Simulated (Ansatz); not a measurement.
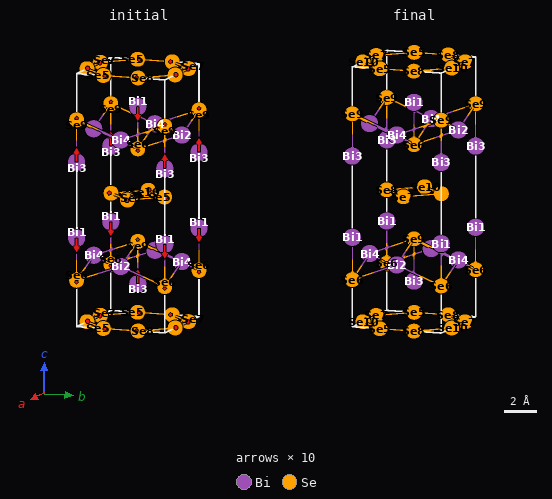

The structure of crystalline Bi₂Se₃ (built on the K2Ga3-139 type type) before (left) and after (right) a relaxation, at one scale. The red arrows give the displacements (the part carried along by the change of the cell is left out), magnified 10 times.

Style: ball-and-stick. Shown: the conventional cell (2 times the calculation's cell), slightly off an axis. Lengths and directions refer to the drawn axes.

These are results of Ansatz, DFT, r2SCAN+rVV10, plane waves, PAW, not measurements. Set-up: plane-wave cutoff 500 eV; k-point mesh 6 × 6 × 6; occupations fermi dirac; smearing width 0.03 eV; no spin polarisation; cell and atoms relaxed; force threshold 0.01 eV/Å; at most 120 steps.

### What changed between the two?

The largest moves relative to the cell, 0.10 Å, are those of Bi1 and Bi3. Bi1 goes along −c. Largest moves by element: Bi 0.10 Å, Se 0.03 Å. The drawn cell changes as follows: a = b 5.976 → 6.021 Å (+0.7 %), c 16.262 → 16.709 Å (+2.8 %); the volume changes by +4.3 %. Some distances before and after: Se5–Se10 2.562 → 2.626 Å, Se5–Se8 2.353 → 2.306 Å, Bi2–Se6 3.182 → 3.223 Å. The space group stays I4/mmm (No. 139). The energy falls by 4.6 meV per atom in 5 accepted moves (6 points after the start). Largest force component: 0.18 eV/Å at the start, 0.0052 eV/Å at the end. Pressure: 0.94 GPa at the start and −0.02 GPa at the end. At 1 point the geometry stayed and the basis and grid were re-selected for the new cell (energy shift of 0.1 meV per atom at most each time). Cost: 6.3 min on 4 threads of Arm Neoverse V1 (shared host), peak memory 3.6 GiB.
